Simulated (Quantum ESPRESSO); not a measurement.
# SrO (Fm-3m): phonon frequency against volume, with a fit

Aim: the Grüneisen parameter and the pressure coefficient of an optical mode of SrO (Fm-3m).

Main program and level: Quantum ESPRESSO 7.5; DFT LDA, scalar-relativistic, plane waves, PseudoDojo norm-conserving pseudopotentials.

The database entry behind the starting cell differs from later determinations by our own check (about 0.5 % short), so it need not match the best structure at ambient conditions.

## 1. Set-up

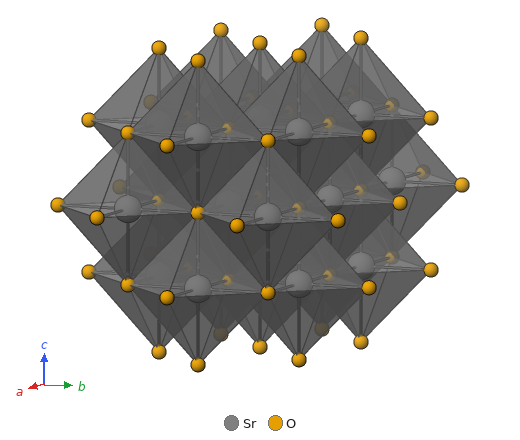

The starting structure, seen slightly off an axis (strontium grey, oxygen orange). 2×1×1 cells are drawn. This picture shows the conventional cell, with its axes. Some periodic images of atoms are drawn too.

This is the cell after its relaxation at this level of theory, not the database cell from which that began.

## 2. Runs at several volumes

The relaxed cell is scaled uniformly; in this structure symmetry fixes all atoms, so nothing has to be relaxed anew. Each volume gets a ground state and a response at Γ. The mode followed is the highest one without the macroscopic field, of symmetry T1u; longitudinal polar modes lie higher. Cutoff 92 Ry, k mesh 8×8×8.

From the response at V/V₀ = 0.94:

The program printed:

```text
[banners, grids, parts of the stress and lines that vanish by symmetry left out]
Program PHONON v.7.5
     Reading xml data from directory:

[...]
Exchange-correlation= PW
                           (   1   4   0   0   0   0   0)
[...]
kinetic-energy cut-off    =      92.0000  Ry
     charge density cut-off    =     368.0000  Ry
     convergence threshold     =      1.0E-18
[...]
Exchange-correlation= PW
                           (   1   4   0   0   0   0   0)
[...]
q = (   0.0000000   0.0000000   0.0000000 )
     49 Sym.Ops. (with q -> -q+G )
     G cutoff =  409.0821  (  24357 G-vectors)     FFT grid: ( 45, 45, 45)
     number of k points=    29
[...]
Mode symmetry, O_h (m-3m)  point group:
[...]
Dielectric constant
[...]
End of electric fields calculation
          Dielectric constant in cartesian axis
          (       3.909237563      -0.000000000       0.000000000 )
          (      -0.000000000       3.909237563      -0.000000000 )
          (       0.000000000      -0.000000000       3.909237563 )
          Effective charges (d Force / dE) in cartesian axis without acoustic sum rule applied (asr)
           atom    1  Sr    Mean Z*:        2.52103
      Ex  (        2.52103        0.00000       -0.00000 )
      Ey  (        0.00000        2.52103        0.00000 )
      Ez  (       -0.00000        0.00000        2.52103 )
           atom    2  O     Mean Z*:       -2.52141
      Ex  (       -2.52141        0.00000        0.00000 )
      Ey  (        0.00000       -2.52141       -0.00000 )
      Ez  (        0.00000       -0.00000       -2.52141 )
          Effective charges Sum: Mean:       -0.00038
[...]
Effective charges (d Force / dE) in cartesian axis with asr applied:
           atom    1  Sr    Mean Z*:        2.52122
[...]
atom    2  O     Mean Z*:       -2.52122
[...]
Representation #   1 modes #   1   2   3
[...]
End of self-consistent calculation
     Convergence has been achieved
     Representation #   2 modes #   4   5   6
[...]
End of self-consistent calculation
     Convergence has been achieved
[...]
Dielectric constant in cartesian axis
          (       3.909237563      -0.000000000       0.000000000 )
          (      -0.000000000       3.909237563      -0.000000000 )
          (       0.000000000      -0.000000000       3.909237563 )
          Effective charges (d Force / dE) in cartesian axis without acoustic sum rule applied (asr)
           atom    1  Sr    Mean Z*:        2.52103
      Ex  (        2.52103        0.00000       -0.00000 )
      Ey  (        0.00000        2.52103        0.00000 )
      Ez  (       -0.00000        0.00000        2.52103 )
           atom    2  O     Mean Z*:       -2.52141
      Ex  (       -2.52141        0.00000        0.00000 )
      Ey  (        0.00000       -2.52141       -0.00000 )
      Ez  (        0.00000       -0.00000       -2.52141 )
          Effective charges Sum: Mean:       -0.00038
[...]
Effective charges (d Force / dE) in cartesian axis with asr applied:
           atom    1  Sr    Mean Z*:        2.52122
[...]
atom    2  O     Mean Z*:       -2.52122
[...]
q = (    0.000000000   0.000000000   0.000000000 )
[...]
freq (    1) =       0.020999 [THz] =       0.700457 [cm-1]
     freq (    2) =       0.020999 [THz] =       0.700457 [cm-1]
     freq (    3) =       0.020999 [THz] =       0.700457 [cm-1]
     freq (    4) =       7.599251 [THz] =     253.483738 [cm-1]
     freq (    5) =       7.599251 [THz] =     253.483738 [cm-1]
     freq (    6) =       7.599251 [THz] =     253.483738 [cm-1]
[...]
Mode symmetry, O_h (m-3m)  point group:
     freq (   1-   3) =          0.7  [cm-1]   --> T_1u G_15  G_4- I
     freq (   4-   6) =        253.5  [cm-1]   --> T_1u G_15  G_4- I

   JOB DONE.
```

One volume, V/V₀ = 0.97, is held back as a test.

```
V/V₀  volume (Å³/atom)  pressure (GPa)   ω (cm⁻¹)
0.94            15.231            7.45     253.48
0.97            15.718            3.42  held back
   1            16.204            0.00     216.70
1.03            16.690           -2.89     198.50
1.06            17.176           -5.35     180.34
```

## 3. The fit

The mode Grüneisen parameter is γ = −d ln ω / d ln V.

```
ln(V/V₀)    ln ω
 -0.0619  5.5353
  0.0000  5.3785
  0.0296  5.2908
  0.0583  5.1948
```

A straight line through these points has the slope -2.806, so γ = 2.81; at V/V₀ = 0.97 it predicts ω = exp(5.3681 + 0.0855) = 233.58 cm⁻¹.

A parabola of pressure against ln V through V/V₀ = 0.97, 1 and 1.03 gives the bulk modulus B = −dP/d ln V = 105 GPa at V₀. With ω₀ from the fitted line the pressure coefficient follows as dω/dP = γ ω₀ / B = 2.81 × 214.4 / 105 = 5.73 cm⁻¹/GPa.

## 4. The run that was held back

The program printed:

```text
[banners, grids, parts of the stress and lines that vanish by symmetry left out]
[banner, memory and clock lines left out]
Program PHONON v.7.5

[...]
Exchange-correlation= PW
                           (   1   4   0   0   0   0   0)
[...]
kinetic-energy cut-off    =      92.0000  Ry
     charge density cut-off    =     368.0000  Ry
     convergence threshold     =      1.0E-18
[...]
Exchange-correlation= PW
                           (   1   4   0   0   0   0   0)
[...]
q = (   0.0000000   0.0000000   0.0000000 )
     49 Sym.Ops. (with q -> -q+G )
     G cutoff =  417.7403  (  25269 G-vectors)     FFT grid: ( 45, 45, 45)
     number of k points=    29
[...]
Mode symmetry, O_h (m-3m)  point group:
[...]
Dielectric constant
[...]
End of electric fields calculation
          Dielectric constant in cartesian axis
          (       3.883225590      -0.000000000      -0.000000000 )
          (      -0.000000000       3.883225590       0.000000000 )
          (      -0.000000000      -0.000000000       3.883225590 )
          Effective charges (d Force / dE) in cartesian axis without acoustic sum rule applied (asr)
           atom    1  Sr    Mean Z*:        2.49682
      Ex  (        2.49682        0.00000        0.00000 )
      Ey  (        0.00000        2.49682       -0.00000 )
      Ez  (        0.00000       -0.00000        2.49682 )
           atom    2  O     Mean Z*:       -2.49715
      Ex  (       -2.49715        0.00000       -0.00000 )
      Ey  (       -0.00000       -2.49715        0.00000 )
      Ez  (       -0.00000        0.00000       -2.49715 )
[...]
Representation #   1 modes #   1   2   3
[...]
End of self-consistent calculation
     Convergence has been achieved
     Representation #   2 modes #   4   5   6
[...]
End of self-consistent calculation
     Convergence has been achieved
[...]
Dielectric constant in cartesian axis
          (       3.883225590      -0.000000000      -0.000000000 )
          (      -0.000000000       3.883225590       0.000000000 )
          (      -0.000000000      -0.000000000       3.883225590 )
          Effective charges (d Force / dE) in cartesian axis without acoustic sum rule applied (asr)
           atom    1  Sr    Mean Z*:        2.49682
      Ex  (        2.49682        0.00000        0.00000 )
      Ey  (        0.00000        2.49682       -0.00000 )
      Ez  (        0.00000       -0.00000        2.49682 )
           atom    2  O     Mean Z*:       -2.49715
      Ex  (       -2.49715        0.00000       -0.00000 )
      Ey  (       -0.00000       -2.49715        0.00000 )
      Ez  (       -0.00000        0.00000       -2.49715 )
          Effective charges Sum: Mean:       -0.00034
[...]
Effective charges (d Force / dE) in cartesian axis with asr applied:
           atom    1  Sr    Mean Z*:        2.49699
[...]
atom    2  O     Mean Z*:       -2.49699
[...]
q = (    0.000000000   0.000000000   0.000000000 )
[...]
freq (    1) =      -0.043274 [THz] =      -1.443470 [cm-1]
     freq (    2) =      -0.043274 [THz] =      -1.443470 [cm-1]
     freq (    3) =      -0.043274 [THz] =      -1.443470 [cm-1]
     freq (    4) =       7.044032 [THz] =     234.963625 [cm-1]
     freq (    5) =       7.044032 [THz] =     234.963625 [cm-1]
     freq (    6) =       7.044032 [THz] =     234.963625 [cm-1]
[...]
Mode symmetry, O_h (m-3m)  point group:
     freq (   1-   3) =         -1.4  [cm-1]   --> T_1u G_15  G_4- I
     freq (   4-   6) =        235.0  [cm-1]   --> T_1u G_15  G_4- I
```

It gives 234.96 cm⁻¹ against the predicted 233.58 cm⁻¹, a miss of 1 cm⁻¹.

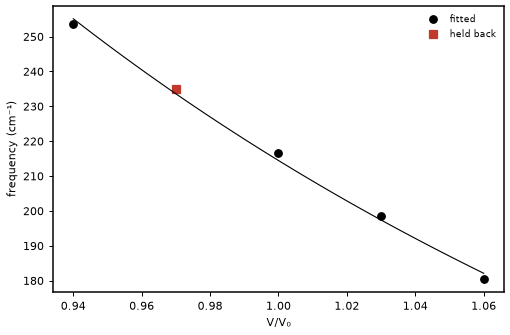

Frequency against volume, with the power-law fit.

## 5. Outcome

| Item | Value |
| --- | --- |
| mode Grüneisen parameter | 2.806 |
| bulk modulus | 105 GPa |
| pressure coefficient | 5.73 cm⁻¹/GPa |

In words: The highest optical mode of SrO (Fm-3m) without the LO-TO term stiffens by 5.73 cm⁻¹ a GPa near the relaxed volume, with γ = 2.81. The power law meets all 5 runs within 1.04 %; between neighbouring volumes γ runs from 2.41 to 3.34. Such a coefficient turns a measured shift of this mode into a hydrostatic stress; uniaxial or biaxial stress splits the mode and needs deformation potentials. These are harmonic values at zero temperature for the structure held cubic, which a run at Γ can't show to be stable; the bulk modulus rests on three points.

[Host names and launcher messages were left out of these logs when they were recorded.]

[Logs are printed without paths, hosts, clocks, repeated set-up lines and the standing remarks that a program may print on its own settings, such as how far it seeks lower states.]

[Hosts, paths, dates, database ids (printed as entryN), source tags and the programs' standing remarks are cut or masked in the printed files.]
